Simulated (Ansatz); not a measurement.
## Geometry relaxation of C (part 1 of 5)

C (slab, 13 atoms in the cell), computed with DFT PBEsol, scalar-relativistic, plane waves, PAW, spin-polarised (Ansatz 0.2.0).

The structure derives from an entry of the Crystallography Open Database. The input holds or restrains some coordinates. Forces given for the steps count only the free coordinates. It belongs to a series of runs on one base structure; here: C put at a hollow C-C-C site.

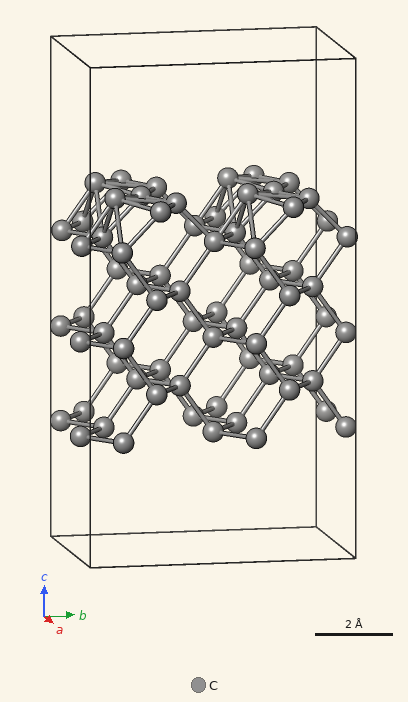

Fig. 1: The input geometry (ball-and-stick view of the 2 × 2 repeat of the cell, with the vacuum cut short, seen slightly off an axis). An atom can appear more than once, as a periodic image. Near neighbours in the periodic cell (some may lie outside the picture): C has 3 C at 1.54 Å; C has 4 C at 1.43 to 1.65 Å; C has 5 C at 1.43 to 1.59 Å; C has 6 C at 1.47 to 1.76 Å.

The input
```yaml
crystal:
  lattice:
    - [2.5129226041, 0.0, 0.0]
    - [0.0, 3.5538092279, 0.0]
    - [0.0, 0.0, 25.2823065103]
  atoms:
    - { symbol: C, position: [0.5, 0.0, 0.3362035025] }
    - { symbol: C, position: [0.0, 0.25, 0.3362035025] }
    - { symbol: C, position: [0.0, 0.5, 0.3859007602] }
    - { symbol: C, position: [0.5, 0.75, 0.3859007602] }
    - { symbol: C, position: [0.5, 0.0, 0.4355980179] }
    - { symbol: C, position: [0.0, 0.25, 0.4355980179] }
    - { symbol: C, position: [0.0, 0.5012213657, 0.4850750696] }
    - { symbol: C, position: [0.5, 0.7487786343, 0.4850750696] }
    - { symbol: C, position: [0.5, 0.0097937661, 0.5360759102] }
    - { symbol: C, position: [0.0, 0.2402062339, 0.5360759102] }
    - { symbol: C, position: [0.0, 0.52961673, 0.5777788144] }
    - { symbol: C, position: [0.5, 0.72038327, 0.5777788144] }
    - { symbol: C, position: [0.5, 0.2598722433, 0.584898418], spin: 2.0 }
basis:
  ecutwfc: 420
kpoints:
  mp_grid: { grid: [11, 8, 1] }
hamiltonian:
  xc: pbesol
scf:
  occupations: { method: gaussian, width: 0.05 }
output:
  forces: true
  eigenvalues: true
  populations: true
  write_density: true
  write_potential: true
  elf: true
  volumetric_format: npy
magnetization:
  spin_polarized: true
relax:
  adjacent_minimum: "off"
  f_tol: 0.03
  max_steps: 70
  constraints: [{ sites: [0, 1, 2, 3, 4, 5] }]
efield:
  axis: 3
  dipole_correction: true
  ramp_width: 0.04
```

Run as:
```bash
ansatz run input.yaml --threads 1 --pin off --max-ram 2560MiB --backend cpu --events-out ev --progress --plain --runs-dir out
```

Log
```
Engine: ansatz 0.2.0, aarch64-unknown-linux-gnu
Pseudopotentials: kind: paw
Pseudopotential: C, paw, valence charge 4, recommended cutoff 420 eV (normal), C.paw.azcp
Functional definition: PBEsol
  exchange = pbesol_x
  correlation = pbesol_c
Crystal: 13 atoms, lattice volume = 225.782 Å³
Basis set: ecut = 420 eV, 4403 PW (Γ), exchange–correlation on 36×48×360 points (8 copies of the dense FFT grid, shifted against one another)
Bands: 40, of which v1, the nominal top of the filled ones, is band 26 counted from 1 (25 counted from 0)
Symmetry: 2 space group operations
k-points: 30 of 88 (time reversal used)
Non-local potential: C, projectors of the file, l = 0: 2, l = 1: 2, l = 2: 1
PAW form: soft (Blöchl's): semilocal exchange-correlation on the pseudo side does not see the compensation charge
PAW frozen core: C, regenerated for the run's functional, and the local potential with it (the file was generated under x = pbe(κ = 0.804, μ = 0.2195149727645171), c = pbe(β = 0.06672455060314922))
PAW one-centre angular grid: C, 110 points (default); XC on 64 Gauss nodes
Initial density: superposition of atomic densities (neutral atoms: chi_scale 0, normalization atom)
Starting moments: Σ|m| = 2 μB on 1 of 13 sites
Initial wavefunctions: pseudopotential atomic-orbital guess
Functional: x = pbesol(κ = 0.804, μ = 0.12345679012345678), c = pbesol(β = 0.046)
```
